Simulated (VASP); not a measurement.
# Geometry relaxation, with input and output: FeSi (part 3 of 4)

Continued. System: FeSi (8 atoms in the cell). Method: Kohn-Sham DFT of a periodic cell, LDA, VASP PAW LDA potentials, recommended, no spin polarisation (VASP 6.6.1); cutoff 600 eV, 8×8×8 k-mesh, Gaussian smearing of 0.03 eV. The structure derives from an entry of the Crystallography Open Database.

Geometry of the input (Å; fractional positions):
```
4.5507  0.0000  0.0000
0.0000  4.5507  0.0000
0.0000  0.0000  4.5507
Fe 0.1365  0.1365  0.1365
Fe 0.3635  0.8635  0.6365
Fe 0.6365  0.3635  0.8635
Fe 0.8635  0.6365  0.3635
Si 0.8424  0.8424  0.8424
Si 0.6576  0.1576  0.3424
Si 0.3424  0.6576  0.1576
Si 0.1576  0.3424  0.6576
```

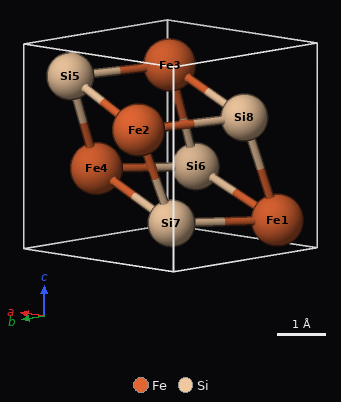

Fig. 1: The geometry at step 2 of the log (ball-and-stick view of the cell of the calculation, seen at an oblique angle; atoms are numbered from 1 in the order of the input).

### Parts of OUTCAR, continued
```
 -----------------------------------------------------------------------------
  energy-cutoff  :      600.00
  volume of cell :       84.10
      direct lattice vectors                 reciprocal lattice vectors
     4.381297896  0.000000000  0.000000000     0.228242869 -0.000000000 -0.000000000
     0.000000000  4.381297896  0.000000000    -0.000000000  0.228242869  0.000000000
     0.000000000 -0.000000000  4.381297896     0.000000000 -0.000000000  0.228242869

 POSITION                                       TOTAL-FORCE (eV/Angst)
 -----------------------------------------------------------------------------------
      0.59446      0.59446      0.59446         0.081333      0.081333      0.081333
      1.59619      3.78683      2.78511        -0.081333     -0.081333      0.081333
      2.78511      1.59619      3.78683         0.081333     -0.081333     -0.081333
      3.78683      2.78511      1.59619        -0.081333      0.081333     -0.081333
      3.68716      3.68716      3.68716        -0.076205     -0.076205     -0.076205
      2.88478      0.69413      1.49652         0.076205      0.076205     -0.076205
      1.49652      2.88478      0.69413        -0.076205      0.076205      0.076205
      0.69413      1.49652      2.88478         0.076205     -0.076205      0.076205
 -----------------------------------------------------------------------------------
    total drift:                               -0.000000     -0.000000      0.000000

  FREE ENERGIE OF THE ION-ELECTRON SYSTEM (eV)
  ---------------------------------------------------
  free  energy   TOTEN  =       -66.5522659302 eV

  energy  without entropy=      -66.5522385796  energy(sigma->0) =      -66.55225225

[... ionic steps 4 to 7 ...]

--------------------------------------- Ionic step        8  -------------------------------------------

 number of electron      47.9999986 magnetization

------------------------ aborting loop because EDIFF is reached ----------------------------------------

  FORCE on cell =-STRESS in cart. coord.  units (eV):
  Direction    XX          YY          ZZ          XY          YZ          ZX
  --------------------------------------------------------------------------------------
  -------------------------------------------------------------------------------------
  Total       -0.3506727     -0.3506727     -0.3506727      0.0000000      0.0000000     -0.0000000
  in kB       -6.7018366     -6.7018366     -6.7018366      0.0000000      0.0000000     -0.0000000
  external PRESSURE =      -6.7018366 kB  Pullay stress =       0.0000000 kB

 VOLUME and BASIS-vectors are now :
 -----------------------------------------------------------------------------
  energy-cutoff  :      600.00
  volume of cell :       83.83
      direct lattice vectors                 reciprocal lattice vectors
     4.376627335  0.000000000  0.000000000     0.228486440 -0.000000000 -0.000000000
     0.000000000  4.376627335  0.000000000    -0.000000000  0.228486440  0.000000000
     0.000000000 -0.000000000  4.376627335     0.000000000 -0.000000000  0.228486440

 POSITION                                       TOTAL-FORCE (eV/Angst)
 -----------------------------------------------------------------------------------
      0.60004      0.60004      0.60004        -0.001536     -0.001536     -0.001536
      1.58827      3.77659      2.78835         0.001536      0.001536     -0.001536
      2.78835      1.58827      3.77659        -0.001536      0.001536      0.001536
      3.77659      2.78835      1.58827         0.001536     -0.001536      0.001536
      3.67982      3.67982      3.67982         0.002227      0.002227      0.002227
      2.88512      0.69680      1.49151        -0.002227     -0.002227      0.002227
      1.49151      2.88512      0.69680         0.002227     -0.002227     -0.002227
      0.69680      1.49151      2.88512        -0.002227      0.002227     -0.002227
 -----------------------------------------------------------------------------------
    total drift:                               -0.000000     -0.000000      0.000000

  FREE ENERGIE OF THE ION-ELECTRON SYSTEM (eV)
  ---------------------------------------------------
  free  energy   TOTEN  =       -66.5582844047 eV

  energy  without entropy=      -66.5582562121  energy(sigma->0) =      -66.55827031

--------------------------------------- Ionic step        9  -------------------------------------------

 number of electron      47.9999986 magnetization

------------------------ aborting loop because EDIFF is reached ----------------------------------------

  FORCE on cell =-STRESS in cart. coord.  units (eV):
  Direction    XX          YY          ZZ          XY          YZ          ZX
  --------------------------------------------------------------------------------------
  -------------------------------------------------------------------------------------
  Total       -0.0616003     -0.0616003     -0.0616003      0.0000000      0.0000000      0.0000000
  in kB       -1.1795308     -1.1795308     -1.1795308      0.0000000      0.0000000      0.0000000
  external PRESSURE =      -1.1795308 kB  Pullay stress =       0.0000000 kB

 VOLUME and BASIS-vectors are now :
 -----------------------------------------------------------------------------
  energy-cutoff  :      600.00
  volume of cell :       83.67
      direct lattice vectors                 reciprocal lattice vectors
     4.373824815  0.000000000  0.000000000     0.228632843 -0.000000000 -0.000000000
     0.000000000  4.373824815  0.000000000    -0.000000000  0.228632843  0.000000000
     0.000000000 -0.000000000  4.373824815     0.000000000 -0.000000000  0.228632843

 POSITION                                       TOTAL-FORCE (eV/Angst)
 -----------------------------------------------------------------------------------
      0.59914      0.59914      0.59914         0.009172      0.009172      0.009172
      1.58777      3.77468      2.78605        -0.009172     -0.009172      0.009172
      2.78605      1.58777      3.77468         0.009172     -0.009172     -0.009172
      3.77468      2.78605      1.58777        -0.009172      0.009172     -0.009172
      3.67707      3.67707      3.67707         0.010795      0.010795      0.010795
      2.88367      0.69676      1.49015        -0.010795     -0.010795      0.010795
      1.49015      2.88367      0.69676         0.010795     -0.010795     -0.010795
      0.69676      1.49015      2.88367        -0.010795      0.010795     -0.010795
 -----------------------------------------------------------------------------------
    total drift:                               -0.000000     -0.000000      0.000000

  FREE ENERGIE OF THE ION-ELECTRON SYSTEM (eV)
  ---------------------------------------------------
  free  energy   TOTEN  =       -66.5586131583 eV

  energy  without entropy=      -66.5585881183  energy(sigma->0) =      -66.55860064

--------------------------------------- Ionic step       10  -------------------------------------------

 number of electron      47.9999984 magnetization

 Free energy of the ion-electron system (eV)
  ---------------------------------------------------
  ext. energy  EPLUGINS =         0.00000000
  ---------------------------------------------------
  free energy    TOTEN  =       -66.55871410 eV

  energy without entropy =      -66.55868664  energy(sigma->0) =      -66.55870037

 E-fermi :  10.3891     XC(G=0): -13.2226     alpha+bet :-18.9463

 val. band max:       10.3260874182   @ k =   0.2500   0.1250   0.1250
 cond. band min:      10.4534663864   @ k =   0.3750   0.1250   0.1250
 fundamental gap:      0.1273789683
 Fermi energy:        10.3890922173

 k-point     1 :       0.0000    0.0000    0.0000
  band No.  band energies     occupation
      1      -3.2455      2.00000
      2       2.2554      2.00000
      3       2.2554      2.00000
      4       2.2554      2.00000
      5       5.0984      2.00000
      6       5.0984      2.00000
      7       5.0984      2.00000
      8       6.6950      2.00000
      9       6.6950      2.00000
     10       6.6950      2.00000
     11       7.1872      2.00000
     12       7.3775      2.00000
     13       7.3775      2.00000
     14       7.7107      2.00000
     15       7.7107      2.00000
     16       7.7107      2.00000
     17       8.3353      2.00000
     18       8.3353      2.00000
     19       8.3353      2.00000
     20      10.0329      2.00000
     21      10.0329      2.00000
     22      10.0329      2.00000
     23      10.2799      2.00000
     24      10.2799      2.00000
     25      11.0158      0.00000
     26      11.0158      0.00000
     27      11.0158      0.00000
     28      13.6203      0.00000
     29      13.6203      0.00000

 k-point     2 :       0.1250    0.0000    0.0000
  band No.  band energies     occupation
      1      -3.1249      2.00000
      2       1.4837      2.00000
      3       2.3229      2.00000
      4       2.8328      2.00000
      5       4.6138      2.00000
      6       5.1746      2.00000
      7       5.6621      2.00000
      8       6.0954      2.00000
      9       6.4130      2.00000
     10       7.1344      2.00000
     11       7.3148      2.00000
     12       7.3970      2.00000
     13       7.5352      2.00000
     14       7.6919      2.00000
     15       7.7387      2.00000
     16       7.7490      2.00000
     17       8.1779      2.00000
     18       8.3147      2.00000
     19       8.5699      2.00000
     20       9.8721      2.00000
     21       9.9098      2.00000
     22      10.2155      2.00000
     23      10.2407      2.00000
     24      10.2775      2.00000
     25      10.7926      0.00000
     26      10.9629      0.00000
     27      11.3345      0.00000
     28      13.1900      0.00000
     29      13.3023      0.00000

 k-point     3 :       0.2500    0.0000    0.0000
  band No.  band energies     occupation
      1      -2.7673      2.00000
      2       0.5275      2.00000
      3       2.5209      2.00000
      4       3.3045      2.00000
      5       4.2970      2.00000
      6       5.3307      2.00000
      7       5.5711      2.00000
      8       5.9630      2.00000
      9       6.2660      2.00000
     10       6.8895      2.00000
     11       7.4778      2.00000
     12       7.5929      2.00000
     13       7.7162      2.00000
     14       7.7196      2.00000
     15       7.7900      2.00000
     16       7.8840      2.00000
     17       8.2313      2.00000
     18       8.2857      2.00000
     19       8.6984      2.00000
     20       9.5171      2.00000
     21       9.8498      2.00000
     22      10.1407      2.00000
     23      10.2757      2.00000
     24      10.2966      1.99999
     25      10.6479      0.00000
     26      10.8158      0.00000
     27      11.7946      0.00000
     28      12.8468      0.00000
     29      12.8755      0.00000

 k-point     4 :       0.3750    0.0000    0.0000
  band No.  band energies     occupation
      1      -2.1866      2.00000
      2      -0.4783      2.00000
      3       2.8336      2.00000
      4       3.5188      2.00000
      5       4.2337      2.00000
      6       5.1648      2.00000
      7       5.4360      2.00000
      8       5.7299      2.00000
      9       6.7201      2.00000
     10       6.7264      2.00000
     11       7.4413      2.00000
     12       7.5834      2.00000
     13       7.7386      2.00000
     14       7.7449      2.00000
     15       7.8200      2.00000
     16       7.9257      2.00000
     17       8.1590      2.00000
     18       8.5547      2.00000
     19       8.7279      2.00000
     20       9.2191      2.00000
     21       9.8483      2.00000
     22      10.0239      2.00000
     23      10.2758      2.00000
     24      10.2968      1.99999
     25      10.5655      0.00000
     26      10.6200      0.00000
     27      11.9959      0.00000
     28      12.4426      0.00000
     29      12.7350      0.00000

 k-point     5 :       0.5000    0.0000    0.0000
  band No.  band energies     occupation
      1      -1.4087      2.00000
      2      -1.4087      2.00000
      3       3.2190      2.00000
      4       3.2190      2.00000
      5       4.6602      2.00000
      6       4.6602      2.00000
      7       5.5649      2.00000
      8       5.5649      2.00000
      9       6.8645      2.00000
     10       6.8645      2.00000
     11       7.4976      2.00000
     12       7.4976      2.00000
     13       7.6881      2.00000
     14       7.6881      2.00000
     15       7.7782      2.00000
     16       7.7782      2.00000
     17       8.4000      2.00000
     18       8.4000      2.00000
     19       8.9922      2.00000
     20       8.9922      2.00000
     21       9.9183      2.00000
     22       9.9183      2.00000
     23      10.3104      1.99979
     24      10.3104      1.99979
     25      10.5047      0.00000
     26      10.5047      0.00000
     27      12.1462      0.00000
     28      12.1462      0.00000
     29      12.7588      0.00000

 [... the levels of 18 k-points are left out ...]

 k-point    24 :       0.3750    0.1250    0.1250
  band No.  band energies     occupation
      1      -1.9596      2.00000
      2      -0.2943      2.00000
      3       2.2811      2.00000
      4       3.2389      2.00000
      5       4.0749      2.00000
      6       4.8422      2.00000
      7       5.6102      2.00000
      8       6.1343      2.00000
      9       6.4613      2.00000
     10       6.8553      2.00000
     11       7.4231      2.00000
     12       7.5570      2.00000
     13       7.6537      2.00000
     14       7.8180      2.00000
     15       7.9824      2.00000
     16       8.0259      2.00000
     17       8.3051      2.00000
     18       8.5864      2.00000
     19       8.8436      2.00000
     20       9.2505      2.00000
     21       9.7527      2.00000
     22       9.8359      2.00000
     23      10.1442      2.00000
     24      10.2983      1.99998
     25      10.4535      0.00241
     26      10.7050      0.00000
     27      11.9745      0.00000
     28      12.6498      0.00000
     29      12.9680      0.00000

 [... further k-points ...]

------------------------ aborting loop because EDIFF is reached ----------------------------------------

  FORCE on cell =-STRESS in cart. coord.  units (eV):
  Direction    XX          YY          ZZ          XY          YZ          ZX
  --------------------------------------------------------------------------------------
  -------------------------------------------------------------------------------------
  Total       -0.0159096     -0.0159096     -0.0159096      0.0000000      0.0000000      0.0000000
  in kB       -0.3047578     -0.3047578     -0.3047578      0.0000000      0.0000000      0.0000000
  external PRESSURE =      -0.3047578 kB  Pullay stress =       0.0000000 kB

 VOLUME and BASIS-vectors are now :
 -----------------------------------------------------------------------------
  energy-cutoff  :      600.00
  volume of cell :       83.64
      direct lattice vectors                 reciprocal lattice vectors
     4.373253103  0.000000000  0.000000000     0.228662731 -0.000000000 -0.000000000
     0.000000000  4.373253103  0.000000000    -0.000000000  0.228662731  0.000000000
     0.000000000 -0.000000000  4.373253103     0.000000000 -0.000000000  0.228662731

 POSITION                                       TOTAL-FORCE (eV/Angst)
 -----------------------------------------------------------------------------------
      0.59958      0.59958      0.59958         0.004360      0.004360      0.004360
      1.58704      3.77367      2.78621        -0.004360     -0.004360      0.004360
      2.78621      1.58704      3.77367         0.004360     -0.004360     -0.004360
      3.77367      2.78621      1.58704        -0.004360      0.004360     -0.004360
      3.67714      3.67714      3.67714         0.002207      0.002207      0.002207
      2.88274      0.69611      1.49051        -0.002207     -0.002207      0.002207
      1.49051      2.88274      0.69611         0.002207     -0.002207     -0.002207
      0.69611      1.49051      2.88274        -0.002207      0.002207     -0.002207
 -----------------------------------------------------------------------------------
    total drift:                               -0.000000     -0.000000      0.000000

  FREE ENERGIE OF THE ION-ELECTRON SYSTEM (eV)
  ---------------------------------------------------
  free  energy   TOTEN  =       -66.5587141015 eV

  energy  without entropy=      -66.5586866401  energy(sigma->0) =      -66.55870037

 reached required accuracy - stopping structural energy minimisation
```

### CONTCAR
```
FeSi
   1.00000000000000
     4.3732531029455268    0.0000000000000000    0.0000000000000000
     0.0000000000000000    4.3732531029455268    0.0000000000000000
     0.0000000000000000   -0.0000000000000000    4.3732531029455268
  Fe              Si
     4     4
Direct
     0.1371026430027104    0.1371026430027104    0.1371026430027104
     0.3628973569972896    0.8628973569972896    0.6371026430027104
     0.6371026430027104    0.3628973569972896    0.8628973569972896
     0.8628973569972896    0.6371026430027104    0.3628973569972896
     0.8408249736039076    0.8408249736039076    0.8408249736039076
     0.6591750263960924    0.1591750263960924    0.3408249736039076
     0.3408249736039076    0.6591750263960924    0.1591750263960924
     0.1591750263960924    0.3408249736039076    0.6591750263960924

  0.00000000E+00  0.00000000E+00  0.00000000E+00
  0.00000000E+00  0.00000000E+00  0.00000000E+00
  0.00000000E+00  0.00000000E+00  0.00000000E+00
  0.00000000E+00  0.00000000E+00  0.00000000E+00
  0.00000000E+00  0.00000000E+00  0.00000000E+00
  0.00000000E+00  0.00000000E+00  0.00000000E+00
  0.00000000E+00  0.00000000E+00  0.00000000E+00
  0.00000000E+00  0.00000000E+00  0.00000000E+00
```

### Trajectory as extended XYZ (Å, eV, eV/Å), 10 frames, from step=0 to step=9
```
8
Lattice="4.5507 0.0000 0.0000 0.0000 4.5507 0.0000 0.0000 0.0000 4.5507" Properties=species:S:1:pos:R:3:forces:R:3 step=0 energy=-65.65502
Fe    0.6213    0.6213    0.6213   -0.2083  -0.2083  -0.2083
Fe    1.6541    3.9294    2.8966    0.2083   0.2083  -0.2083
Fe    2.8966    1.6541    3.9294   -0.2083   0.2083   0.2083
Fe    3.9294    2.8966    1.6541    0.2083  -0.2083   0.2083
Si    3.8335    3.8335    3.8335   -0.2066  -0.2066  -0.2066
Si    2.9925    0.7172    1.5582    0.2066   0.2066  -0.2066
Si    1.5582    2.9925    0.7172   -0.2066   0.2066   0.2066
Si    0.7172    1.5582    2.9925    0.2066  -0.2066   0.2066
8
Lattice="4.1593 0.0000 0.0000 0.0000 4.1593 0.0000 0.0000 -0.0000 4.1593" Properties=species:S:1:pos:R:3:forces:R:3 step=1 energy=-64.69787
Fe    0.5586    0.5586    0.5586    0.7140   0.7140   0.7140
Fe    1.5210    3.6007    2.6383   -0.7140  -0.7140   0.7140
Fe    2.6383    1.5210    3.6007    0.7140  -0.7140  -0.7140
Fe    3.6007    2.6383    1.5210   -0.7140   0.7140  -0.7140
Si    3.4947    3.4947    3.4947    0.2631   0.2631   0.2631
Si    2.7443    0.6646    1.4150   -0.2631  -0.2631   0.2631
Si    1.4150    2.7443    0.6646    0.2631  -0.2631  -0.2631
Si    0.6646    1.4150    2.7443   -0.2631   0.2631  -0.2631
8
Lattice="4.3813 0.0000 0.0000 0.0000 4.3813 0.0000 0.0000 -0.0000 4.3813" Properties=species:S:1:pos:R:3:forces:R:3 step=2 energy=-66.55227
Fe    0.5945    0.5945    0.5945    0.0813   0.0813   0.0813
Fe    1.5962    3.7868    2.7851   -0.0813  -0.0813   0.0813
Fe    2.7851    1.5962    3.7868    0.0813  -0.0813  -0.0813
Fe    3.7868    2.7851    1.5962   -0.0813   0.0813  -0.0813
Si    3.6872    3.6872    3.6872   -0.0762  -0.0762  -0.0762
Si    2.8848    0.6941    1.4965    0.0762   0.0762  -0.0762
Si    1.4965    2.8848    0.6941   -0.0762   0.0762   0.0762
Si    0.6941    1.4965    2.8848    0.0762  -0.0762   0.0762
8
Lattice="4.3763 0.0000 0.0000 0.0000 4.3763 0.0000 0.0000 -0.0000 4.3763" Properties=species:S:1:pos:R:3:forces:R:3 step=3 energy=-66.55361
Fe    0.5937    0.5937    0.5937    0.0919   0.0919   0.0919
Fe    1.5945    3.7826    2.7818   -0.0919  -0.0919   0.0919
Fe    2.7818    1.5945    3.7826    0.0919  -0.0919  -0.0919
Fe    3.7826    2.7818    1.5945   -0.0919   0.0919  -0.0919
Si    3.6828    3.6828    3.6828   -0.0708  -0.0708  -0.0708
Si    2.8816    0.6935    1.4947    0.0708   0.0708  -0.0708
Si    1.4947    2.8816    0.6935   -0.0708   0.0708   0.0708
Si    0.6935    1.4947    2.8816    0.0708  -0.0708   0.0708
```
